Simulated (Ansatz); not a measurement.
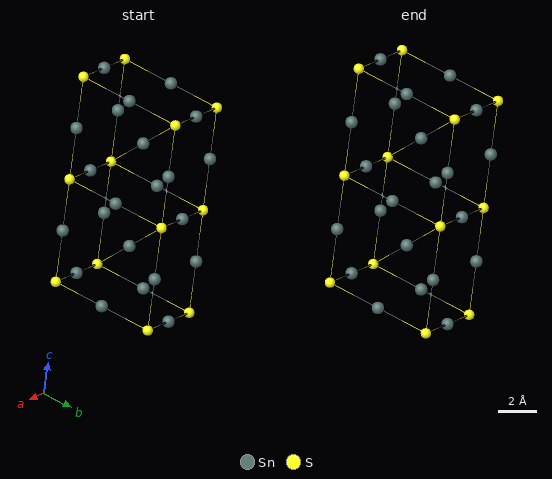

The structure of a crystal of Sn4S (a generated structure, set up in Im-3m) (coarse preliminary run) before (left) and after (right) a relaxation, at one scale.

Style: ball-and-stick. Shown: the cell of the calculation, repeated 1 × 1 × 2 with one cell outlined, slightly off an axis.

All numbers below come from Ansatz, DFT PBE, scalar-relativistic, plane waves, PAW.

Input
```yaml
crystal:
  lattice:
    - [-3.19222776, 3.19222776, 3.19222776]
    - [3.19222776, -3.19222776, 3.19222776]
    - [3.19222776, 3.19222776, -3.19222776]
  atoms:
    - { symbol: Sn, position: [0.0, 0.0, 0.5] }
    - { symbol: Sn, position: [0.5, 0.0, 0.0] }
    - { symbol: Sn, position: [0.5, 0.5, 0.5] }
    - { symbol: Sn, position: [0.0, 0.5, 0.0] }
    - { symbol: S, position: [0.0, 0.0, 0.0] }
basis:
  ecutwfc: 420
kpoints:
  mp_grid: { grid: [4, 4, 4] }
hamiltonian:
  xc: pbe
scf:
  occupations: { method: gaussian, width: 0.1 }
  lower_state_search: "off"
output:
  forces: true
  stress: true
  eigenvalues: true
relax:
  adjacent_minimum: "off"
  f_tol: 0.04
  max_steps: 70
  cell: { stress_tol: 0.4 }
```

Launched with:
```bash
ansatz run input.yaml --threads 1 --pin off --max-ram 2560MiB --backend cpu --events-out ev --progress --plain --runs-dir out
```

What changed between the two?

The energy falls by 0.328 eV per cell of the calculation in 2 accepted moves (3 points after the start). All forces vanish by symmetry, so only the cell relaxes. The pressure goes from 7.00 to −0.19 GPa. The SCF was repeated once at an unchanged geometry on a basis and grid sized afresh for the cell, which shifted the energy by 3.5 meV per cell of the calculation at most. No atom moves by more than 0.005 Å relative to the cell. The volume changes by +13.5 %, with a = b = c 5.529 → 5.767 Å (+4.3 %). Near-neighbour distances that change, for instance: Sn1–S5 2.765 → 2.884 Å. The space group stays Im-3m (No. 229).
